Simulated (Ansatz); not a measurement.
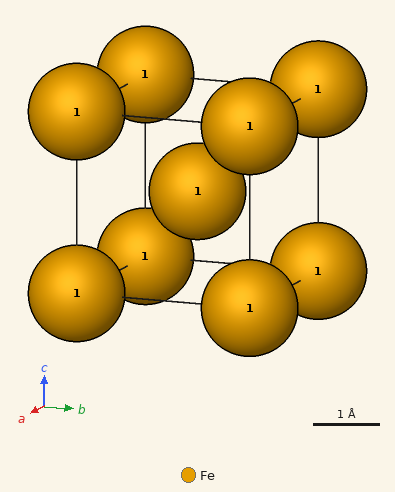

The input geometry (spheres-only view of the cell 2 times as large as that of the calculation, set on its symmetry axes, seen slightly off an axis; atoms are numbered from 1 in the order of the input).

**Run report: Fe, geometry relaxation**

- system: Fe (Im-3m, 1 atom in the cell)
- method: DFT, PBE, PAW with Ansatz's default frozen-core files, scalar-relativistic, spin-polarised (Ansatz 0.2.0)

The structure was built on a prototype by a generator; it need not be a known phase. It belongs to a series of runs on one base structure; here: bulk cell relaxed. Figures and captions count atoms from 1; the log counts them from 0 in places.

Input:
```yaml
crystal:
  lattice:
    - [-1.4163059443, 1.4163059443, 1.4163059443]
    - [1.4163059443, -1.4163059443, 1.4163059443]
    - [1.4163059443, 1.4163059443, -1.4163059443]
  atoms:
    - { symbol: Fe, position: [0.0, 0.0, 0.0], spin: 2.5 }
magnetization:
  spin_polarized: true
kpoints:
  mp_grid: { grid: [21, 21, 21] }
scf:
  occupations: { method: fermi_dirac, width: 0.1 }
hamiltonian:
  xc: pbe
  pseudopotentials: { kind: paw }
output:
  forces: true
  stress: true
relax:
  f_tol: 0.005
  max_steps: 40
  cell: {}
```

Command:
```bash
ansatz run input.yaml --threads 3 --pin off --max-ram 9216MiB --backend cpu --events-out ev --progress --plain --runs-dir out
```

The program's output:
```
Engine: ansatz 0.2.0, aarch64-unknown-linux-gnu
Pseudopotentials: kind: paw
Pseudopotential: Fe, paw, valence charge 16, recommended cutoff 420 eV (normal), Fe.paw.azcp
Functional definition: PBE
  parameter kappa = 0.804
  parameter beta = 0.06672455060314922
  exchange = pbe_x(kappa = kappa, mu = beta*pi^2/3)
  correlation = pbe_c(beta = beta)
Crystal: 1 atoms, lattice volume = 11.364 Å³
Basis set: ecut = 420 eV, 225 PW (Γ), exchange–correlation on 36×36×36 points (8 copies of the dense FFT grid, shifted against one another)
Bands: 14, of which v1, the nominal top of the filled ones, is band 8 counted from 1 (7 counted from 0)
Symmetry: 48 space group operations
Space group: Im-3m (ITA 229), of the structure as read, at distance tolerance 2.2e-5 Å
Magnetic group: BNS 229.140 (UNI 1642), of the structure as read, at distance tolerance 2.2e-5 Å
k-points: 286 of 9261
Non-local potential: Fe, projectors of the file, l = 0: 3, l = 1: 2, l = 2: 3, l = 3: 1
PAW form: soft (Blöchl's): semilocal exchange-correlation on the pseudo side does not see the compensation charge
PAW one-centre angular grid: Fe, 590 points (default); XC on 64 Gauss nodes
Initial density: superposition of atomic densities (chi_scale 0.1, normalization cell)
Starting moments: Σ|m| = 2.5 μB on 1 of 1 site
Initial wavefunctions: pseudopotential atomic-orbital guess
Functional: x = pbe(κ = 0.804, μ = 0.2195149727645171), c = pbe(β = 0.06672455060314922)
SCF iter   1: F=—  HF=-4480.526958 eV  |F-HF|=—  |Δ(HF+E_count)|=         —  Δρ=8.33e-2 (↑6.89e-2 ↓8.33e-2)  dr2=1.59e0  dr2_m=6.26e-2  M=2.201 μB ∫|m|=2.243 μB  β_m=0.30  ethr=3.10e-3  ⟨swp⟩=4.7  Hψ=38201  notcnv=0
Mixer restart at iter 1: flushing history
preconditioner: auto → none  [metal: Δε(μ)=0.004 eV  Ē_g=14.549 eV  σ=0.100 eV  W_gap=0.01  n_scr=0 (ndim 8)  ℏωp=31.2 eV  f_vac=0.000  D(μ)=0.91/eV (n_scr^D=12)]
SCF iter   2: F=—  HF=-4479.891535 eV  |F-HF|=—  |Δ(HF+E_count)|=   6.35e-1  Δρ=3.56e-2 (↑3.56e-2 ↓2.12e-2)  dr2=3.33e-2  dr2_m=7.04e-2  M=2.267 μB ∫|m|=2.334 μB  β_m=0.29  ethr=3.10e-3  ⟨swp⟩=3.1  Hψ=20252  notcnv=0  defer=279
SCF iter   3: F=—  HF=-4480.112408 eV  |F-HF|=—  |Δ(HF+E_count)|=         —  Δρ=1.75e-2 (↑1.58e-2 ↓1.75e-2)  dr2=3.36e-3  dr2_m=2.58e-2  M=2.202 μB ∫|m|=2.275 μB  β_m=0.29  ethr=2.08e-4  ⟨swp⟩=2.6  Hψ=16091  notcnv=0  defer=280
Mixer restart at iter 3: flushing history
SCF iter   4: F=—  HF=-4480.259190 eV  |F-HF|=—  |Δ(HF+E_count)|=   1.47e-1  Δρ=1.29e-2 (↑1.23e-2 ↓1.29e-2)  dr2=3.77e-3  dr2_m=1.43e-2  M=2.193 μB ∫|m|=2.275 μB  β_m=0.64  ethr=2.10e-5  ⟨swp⟩=2.0  Hψ=15175  notcnv=0  defer=278
SCF iter   5: F=—  HF=-4480.492438 eV  |F-HF|=—  |Δ(HF+E_count)|=   2.33e-1  Δρ=3.01e-3 (↑3.01e-3 ↓2.85e-3)  dr2=5.42e-4  dr2_m=4.20e-4  M=2.159 μB ∫|m|=2.267 μB  β_m=0.70  ethr=2.10e-5  ⟨swp⟩=2.3  Hψ=16099  notcnv=0  defer=275
SCF iter   6: F=—  HF=-4480.498592 eV  |F-HF|=—  |Δ(HF+E_count)|=   6.15e-3  Δρ=7.63e-3 (↑7.63e-3 ↓2.77e-3)  dr2=8.37e-3  dr2_m=6.62e-4  M=2.172 μB ∫|m|=2.284 μB  β_m=0.53  ethr=3.39e-6  ⟨swp⟩=2.0  Hψ=17659  notcnv=0  defer=264  recentre
SCF iter   7: F=—  HF=-4480.500580 eV  |F-HF|=—  |Δ(HF+E_count)|=   1.99e-3  Δρ=2.15e-4 (↑2.15e-4 ↓1.92e-4)  dr2=5.33e-6  dr2_m=2.66e-6  M=2.157 μB ∫|m|=2.272 μB  β_m=0.61  ethr=3.39e-6  ⟨swp⟩=2.0  Hψ=15596  notcnv=0  defer=263
SCF iter   8: F=—  HF=-4480.500612 eV  |F-HF|=—  |Δ(HF+E_count)|=   3.25e-5  Δρ=9.44e-5 (↑9.44e-5 ↓6.04e-5)  dr2=3.12e-7  dr2_m=4.91e-7  M=2.157 μB ∫|m|=2.272 μB  β_m=0.80  ethr=3.33e-8  ⟨swp⟩=2.0  Hψ=10676  notcnv=0  defer=262
SCF iter   9: F=—  HF=-4480.500617 eV  |F-HF|=—  |Δ(HF+E_count)|=   4.88e-6  Δρ=1.18e-5 (↑4.95e-6 ↓1.18e-5)  dr2=4.29e-9  dr2_m=6.96e-9  M=2.157 μB ∫|m|=2.272 μB  β_m=0.90  ethr=1.95e-9  ⟨swp⟩=2.3  Hψ=12318  notcnv=0  defer=262
SCF iter  10: F=-4480.500617 eV  HF=-4480.500617 eV  |F-HF|=5.62e-8  |Δ(HF+E_count)|=   2.04e-8  Δρ=1.92e-5 (↑1.92e-5 ↓9.76e-6)  dr2=6.76e-8  dr2_m=2.44e-9  M=2.157 μB ∫|m|=2.272 μB  ethr=2.68e-11  ⟨swp⟩=1.3  Hψ=23243  notcnv=0
SCF 1 converged in 10 iterations: F = -4480.500617 eV  dr2 = 6.76e-8
  greatest PAW one-centre occupation: 1.001 electrons in one spin orbital (limit 2), on the Fe atom at site 0 (counted from 0), in its partial waves of l = 1
relax step   1: F+E_penalty+E_count = -4480.50061701 eV  Δ(F+E_penalty+E_count) = +0.000e0 eV  max|allowed force component| = 0.000e0 eV/Å  Δτ_max = 0.0000 Å  P = -0.255 GPa  Ω = 11.364 Å³  (10 SCF iters, dr2 threshold 1.00e-7 eV, accepted)
Crystal: 1 atoms, lattice volume = 11.355 Å³
Initial density: handed on by an earlier stage of this run
Starting moments: Σ|m| = 2.5 μB on 1 of 1 site; this step starts from the density that it was given
Initial wavefunctions: those handed on with the density
iter 1 solved again at ethr=4.21e-8 eV; its pass at ethr=3.10e-3 eV (dr2=6.73e-6 eV) is discarded
SCF iter   1: F=—  HF=-4480.500634 eV  |F-HF|=—  |Δ(HF+E_count)|=         —  Δρ=3.44e-4 (↑3.44e-4 ↓9.05e-5)  dr2=6.83e-6  dr2_m=4.33e-6  M=2.155 μB ∫|m|=2.271 μB  β_m=0.65  ethr=4.21e-8  ⟨swp⟩=2.2  Hψ=48545  notcnv=0
preconditioner: auto → none  [metal: Δε(μ)=0.006 eV  Ē_g=15.024 eV  σ=0.100 eV  W_gap=0.01  n_scr=0 (ndim 8)  ℏωp=31.2 eV  f_vac=0.000  D(μ)=0.96/eV (n_scr^D=12)]
SCF iter   2: F=—  HF=-4480.500633 eV  |F-HF|=—  |Δ(HF+E_count)|=   5.24e-7  Δρ=2.29e-4 (↑2.29e-4 ↓1.36e-4)  dr2=8.66e-6  dr2_m=2.32e-7  M=2.156 μB ∫|m|=2.271 μB  β_m=0.34  ethr=4.21e-8  ⟨swp⟩=2.0  Hψ=12499  notcnv=0
SCF iter   3: F=—  HF=-4480.500631 eV  |F-HF|=—  |Δ(HF+E_count)|=   2.24e-6  Δρ=6.43e-5 (↑5.39e-5 ↓6.43e-5)  dr2=1.04e-8  dr2_m=3.56e-7  M=2.156 μB ∫|m|=2.271 μB  β_m=0.59  ethr=4.21e-8  ⟨swp⟩=2.4  Hψ=11329  notcnv=0
SCF iter   4: F=—  HF=-4480.500632 eV  |F-HF|=—  |Δ(HF+E_count)|=   9.02e-7  Δρ=1.50e-5 (↑8.72e-6 ↓1.50e-5)  dr2=5.17e-8  dr2_m=1.58e-9  M=2.155 μB ∫|m|=2.271 μB  β_m=0.79  ethr=6.53e-11  ⟨swp⟩=2.1  Hψ=12879  notcnv=0
SCF iter   5: F=-4480.500632 eV  HF=-4480.500632 eV  |F-HF|=5.26e-8  |Δ(HF+E_count)|=   2.40e-7  Δρ=1.71e-5 (↑1.71e-5 ↓1.09e-5)  dr2=6.27e-8  dr2_m=1.40e-9  M=2.155 μB ∫|m|=2.271 μB  ethr=6.53e-11  ⟨swp⟩=1.9  Hψ=24323  notcnv=0
SCF 2 converged in 5 iterations: F = -4480.500632 eV  dr2 = 6.27e-8
relax step   2: F+E_penalty+E_count = -4480.50063210 eV  Δ(F+E_penalty+E_count) = -1.509e-5 eV  max|allowed force component| = 0.000e0 eV/Å  Δτ_max = 0.0000 Å  P = -0.111 GPa  Ω = 11.355 Å³  energy of the carried Pulay correction = +5.208e-6 eV  (5 SCF iters, dr2 threshold 1.00e-7 eV, accepted)
Crystal: 1 atoms, lattice volume = 11.349 Å³
iter 1 solved again at ethr=2.51e-8 eV; its pass at ethr=3.10e-3 eV (dr2=4.02e-6 eV) is discarded
SCF iter   1: F=—  HF=-4480.500639 eV  |F-HF|=—  |Δ(HF+E_count)|=         —  Δρ=2.66e-4 (↑2.66e-4 ↓6.91e-5)  dr2=4.07e-6  dr2_m=2.59e-6  M=2.154 μB ∫|m|=2.270 μB  β_m=0.65  ethr=2.51e-8  ⟨swp⟩=2.2  Hψ=48187  notcnv=0
preconditioner: auto → none  [metal: Δε(μ)=0.003 eV  Ē_g=15.031 eV  σ=0.100 eV  W_gap=0.01  n_scr=0 (ndim 8)  ℏωp=31.2 eV  f_vac=0.000  D(μ)=0.96/eV (n_scr^D=12)]
SCF iter   2: F=—  HF=-4480.500639 eV  |F-HF|=—  |Δ(HF+E_count)|=   2.92e-7  Δρ=1.77e-4 (↑1.77e-4 ↓1.06e-4)  dr2=5.22e-6  dr2_m=1.36e-7  M=2.155 μB ∫|m|=2.270 μB  β_m=0.34  ethr=2.51e-8  ⟨swp⟩=2.0  Hψ=12491  notcnv=0
SCF iter   3: F=—  HF=-4480.500638 eV  |F-HF|=—  |Δ(HF+E_count)|=   1.33e-6  Δρ=5.01e-5 (↑4.14e-5 ↓5.01e-5)  dr2=6.63e-9  dr2_m=2.13e-7  M=2.155 μB ∫|m|=2.270 μB  β_m=0.59  ethr=2.51e-8  ⟨swp⟩=2.4  Hψ=11317  notcnv=0
SCF iter   4: F=—  HF=-4480.500638 eV  |F-HF|=—  |Δ(HF+E_count)|=   5.87e-7  Δρ=1.18e-5 (↑6.93e-6 ↓1.18e-5)  dr2=3.24e-8  dr2_m=9.09e-10  M=2.155 μB ∫|m|=2.270 μB  β_m=0.79  ethr=4.15e-11  ⟨swp⟩=2.1  Hψ=12879  notcnv=0
SCF iter   5: F=—  HF=-4480.500638 eV  |F-HF|=—  |Δ(HF+E_count)|=   1.33e-7  Δρ=4.90e-6 (↑4.90e-6 ↓2.46e-6)  dr2=4.04e-9  dr2_m=2.54e-10  M=2.155 μB ∫|m|=2.270 μB  β_m=0.90  ethr=4.15e-11  ⟨swp⟩=2.0  Hψ=12758  notcnv=0
SCF iter   6: F=-4480.500639 eV  HF=-4480.500639 eV  |F-HF|=5.06e-9  |Δ(HF+E_count)|=   1.28e-8  Δρ=5.34e-6 (↑5.34e-6 ↓3.32e-6)  dr2=6.04e-9  dr2_m=1.52e-10  M=2.155 μB ∫|m|=2.270 μB  ethr=2.52e-11  ⟨swp⟩=1.7  Hψ=23247  notcnv=0
SCF 3 converged in 6 iterations: F = -4480.500639 eV  dr2 = 6.04e-9
relax step   3: F+E_penalty+E_count = -4480.50063850 eV  Δ(F+E_penalty+E_count) = -6.399e-6 eV  max|allowed force component| = 0.000e0 eV/Å  Δτ_max = 0.0000 Å  P = -0.001 GPa  Ω = 11.349 Å³  energy of the carried Pulay correction = +9.213e-6 eV  (6 SCF iters, dr2 threshold 3.06e-8 eV, accepted)
Initial wavefunctions: pseudopotential atomic-orbital guess (no wavefunctions were taken with the density)
iter 1 solved again at ethr=1.76e-9 eV; its pass at ethr=3.10e-3 eV (dr2=2.82e-7 eV) is discarded
SCF iter   1: F=—  HF=-4480.500630 eV  |F-HF|=—  |Δ(HF+E_count)|=         —  Δρ=3.09e-6 (↑3.09e-6 ↓2.02e-6)  dr2=1.27e-9  dr2_m=9.42e-11  M=2.155 μB ∫|m|=2.270 μB  β_m=0.65  ethr=1.76e-9  ⟨swp⟩=3.1  Hψ=62935  notcnv=0
preconditioner: auto → none  [metal: Δε(μ)=0.003 eV  Ē_g=15.032 eV  σ=0.100 eV  W_gap=0.01  n_scr=0 (ndim 8)  ℏωp=31.2 eV  f_vac=0.000  D(μ)=0.96/eV (n_scr^D=12)]
SCF iter   2: F=—  HF=-4480.500630 eV  |F-HF|=—  |Δ(HF+E_count)|=   4.62e-9  Δρ=3.00e-6 (↑3.00e-6 ↓7.39e-7)  dr2=7.52e-10  dr2_m=1.67e-10  M=2.155 μB ∫|m|=2.270 μB  β_m=0.33  ethr=7.95e-12  ⟨swp⟩=2.0  Hψ=12565  notcnv=0
SCF iter   3: F=—  HF=-4480.500630 eV  |F-HF|=—  |Δ(HF+E_count)|=  5.68e-10  Δρ=7.42e-7 (↑6.19e-7 ↓7.42e-7)  dr2=4.48e-11  dr2_m=1.38e-11  M=2.155 μB ∫|m|=2.270 μB  β_m=0.67  ethr=4.70e-12  ⟨swp⟩=2.6  Hψ=12051  notcnv=0
SCF iter   4: F=—  HF=-4480.500630 eV  |F-HF|=—  |Δ(HF+E_count)|=  5.82e-10  Δρ=2.64e-7 (↑2.64e-7 ↓1.76e-7)  dr2=1.42e-11  dr2_m=5.21e-13  M=2.155 μB ∫|m|=2.270 μB  β_m=0.82  ethr=1.00e-12  ⟨swp⟩=2.2  Hψ=10776  notcnv=0
SCF iter   5: F=—  HF=-4480.500630 eV  |F-HF|=—  |Δ(HF+E_count)|=  2.91e-11  Δρ=5.49e-8 (↑5.49e-8 ↓4.98e-8)  dr2=9.74e-13  dr2_m=1.60e-14  M=2.155 μB ∫|m|=2.270 μB  β_m=0.88  ethr=1.00e-12  ⟨swp⟩=1.0  Hψ=8008  notcnv=0
SCF iter   6: F=-4480.500630 eV  HF=-4480.500630 eV  |F-HF|=0.00e0  |Δ(HF+E_count)|=  6.37e-12  Δρ=6.41e-9 (↑6.41e-9 ↓4.15e-9)  dr2=3.93e-15  dr2_m=1.24e-15  M=2.155 μB ∫|m|=2.270 μB  ethr=1.00e-12  ⟨swp⟩=3.3  Hψ=27839  notcnv=0
SCF 4 converged in 6 iterations: F = -4480.500630 eV  dr2 = 3.93e-15
relax step   4: F+E_penalty+E_count = -4480.50062976 eV  Δ(F+E_penalty+E_count) = +8.746e-6 eV  max|allowed force component| = 0.000e0 eV/Å  Δτ_max = 0.0000 Å  P = -0.003 GPa  Ω = 11.349 Å³  stress off target by 2.60e-3 GPa  SCF on the basis re-selected at this cell (its energy is not comparable with the rows above)  (6 SCF iters)
```

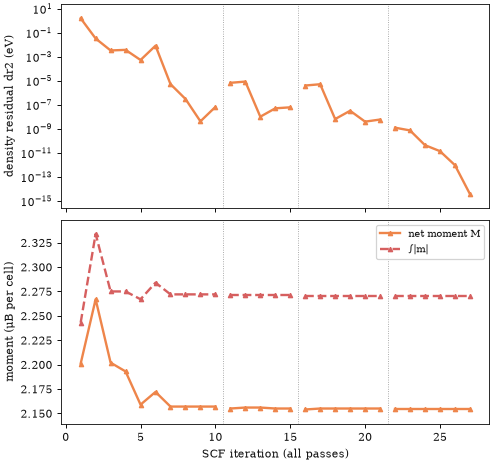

Convergence of the self-consistent field: density residual dr2 and magnetic moment against the SCF iteration. The dotted lines part the SCF passes of the relaxation: geometry steps, rejected trials and re-solves on a re-selected basis. The passes take 10, 5, 6 and 6 iterations. The net moment starts and ends at 2.2 μB per cell.

```
basis re-selected at this cell: Δ(F+E_penalty+E_count) = +8.746e-6 eV, ΔP = -0.001 GPa vs the last step (what re-selecting the basis moved, of the pressure what is left beyond the Pulay correction that the steps carried, after the strain that the cell walked since its last selection, with what the two solves' SCF thresholds leave and, on support functions, any second-order correction that the steps lacked; it is no measure of the basis error at this ecutwfc). This SCF's stress stands 2.60e-3 GPa from its target on what of the cell is left free (relax.cell.stress_tol is 5.00e-2 GPa) and its largest allowed force component is 0.00e0 eV/Å (relax.f_tol is 5.00e-3 eV/Å): within both
SCF converged after 6 iterations
Magnetization: 2.1545 μB (9.0773 up, 6.9227 down)
Absolute magnetization: 2.2698 μB (∫|ρ↑−ρ↓|, with the PAW one-centre terms)
Spin contamination: 0.0369 ħ² per cell (⟨S²⟩ above its minimum at these occupations)
Per-site moments (μB) at R_I (Å): [(2.2011736712966905, 1.0114598607127205)]
Free energy (F): -4480.500630 eV
Harris-Foulkes:  -4480.500630 eV  (|F-HF|=0.00e0)
Internal energy: -4480.469344 eV  (E = F + TS)
E sigma→0 (E₀):  -4480.484987 eV
Entropy (-TS):   -0.031285 eV (-31.285 meV/atom)
Fermi energy:    18.582001 eV
--- Per-component energies (eV) ---
  E_band       = -211.272479
  E_kinetic    = 350.579911
  E_local      = -2062.701698  (includes V_loc(G=0)·N_el)
  E_nonlocal   = 218.319864
  E_hartree    = 866.545511
  E_xc         = -117.950763
  E_vxc        = -151.889102  (∫ρ·V_xc dr)
  E_paw        = -1366.194668  (= ΣΔE_a)
  E_vpaw       = -298.673464  (= ΣTr[D̂ρ^β])
  E_aug_tail   = 0.000991  (compensation charges beyond the density's cutoff)
  E_ewald      = -2369.068493
  E_smearing   = -0.031285  (= −TS)
  E_closure    = -0.000000  (closes the sum)
  Σ components = -4480.500630   (vs F -4480.500630, Δ=0.00e0)
--- Forces (eV/Å), atoms counted from 1 ---
  atom   1  Fe    -0.00000000    -0.00000000    -0.00000000
  max |Σ_I F_I| component: 1.05e-31 eV/Å
--- Stress (GPa, compression-positive) ---
       -0.002604      -0.000000       0.000000
       -0.000000      -0.002604      -0.000000
        0.000000      -0.000000      -0.002604
  P = ⅓ Tr σ = -0.0026 GPa (-0.026 kbar)
--- Relaxed structure (3 steps of the walk, 3 accepted, 1 SCFs on fresh bases) ---
  F+E_penalty+E_count = -4480.50062976 eV   max|allowed force component| = 0.000e0 eV/Å   (the final SCF, on the basis selected at the relaxed cell)
  cell:  # Å, volume = 11.3489 Å³
    - [-1.4156766614714924, 1.4156766614714924, 1.4156766614714924]
    - [1.4156766614714924, -1.4156766614714924, 1.4156766614714924]
    - [1.4156766614714924, 1.4156766614714924, -1.4156766614714924]
  atoms:
    - { symbol: Fe, position: [0.0, 0.0, 0.0] }
```

Trajectory as extended XYZ (Å, eV, eV/Å), 4 frames, from step=1 to step=4:
```
1
Lattice="-1.4163 1.4163 1.4163 1.4163 -1.4163 1.4163 1.4163 1.4163 -1.4163" Properties=species:S:1:pos:R:3:forces:R:3 step=1 energy=-4480.50062 pressure_GPa=-0.25
Fe    0.0000    0.0000    0.0000    0.0000   0.0000   0.0000
1
Lattice="-1.4160 1.4160 1.4160 1.4160 -1.4160 1.4160 1.4160 1.4160 -1.4160" Properties=species:S:1:pos:R:3:forces:R:3 step=2 energy=-4480.50063 pressure_GPa=-0.11
Fe    0.0000    0.0000    0.0000    0.0000   0.0000   0.0000
1
Lattice="-1.4157 1.4157 1.4157 1.4157 -1.4157 1.4157 1.4157 1.4157 -1.4157" Properties=species:S:1:pos:R:3:forces:R:3 step=3 energy=-4480.50064 pressure_GPa=-0.00
Fe    0.0000    0.0000    0.0000    0.0000   0.0000   0.0000
1
Lattice="-1.4157 1.4157 1.4157 1.4157 -1.4157 1.4157 1.4157 1.4157 -1.4157" Properties=species:S:1:pos:R:3:forces:R:3 step=4 energy=-4480.50063 pressure_GPa=-0.00
Fe    0.0000    0.0000    0.0000    0.0000   0.0000   0.0000
```

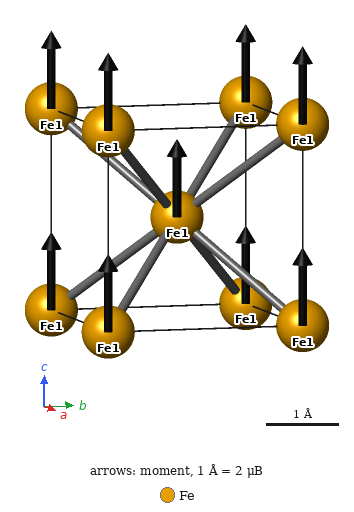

Magnetic moments of the sites as black arrows (ball-and-stick view of the cell 2 times as large as that of the calculation, set on its symmetry axes, seen slightly off an axis; atoms are numbered from 1 in the order of the input); small moments hardly show. The run is collinear, so the axis drawn is arbitrary. Site moments: Fe1 (2.20 μB). They are counted near the atoms and needn't add up to the moment of the cell.

Summary:

- outcome: converged
- space group (tolerance 0.01 Å): Im-3m (229)
- electrons treated: 16
- free energy: −4480.5006 eV
- Fermi energy: 18.582 eV
- net moment of the cell: 2.15 μB
- integrated absolute moment: 2.27 μB
- pressure: 0.00 GPa
- final volume: 11.35 Å³
- largest force (length of the vector) at the end: under 0.001 eV/Å
- final cell: a = 2.452 Å, b = 2.452 Å, c = 2.452 Å, α = 109.47°, β = 109.47°, γ = 109.47°
- hardware: 3 threads of Arm Neoverse V2, 24 GiB of memory available, shared host
- wall time: 9.4 s (CPU time 20 s)
- peak memory: 0.36 GiB
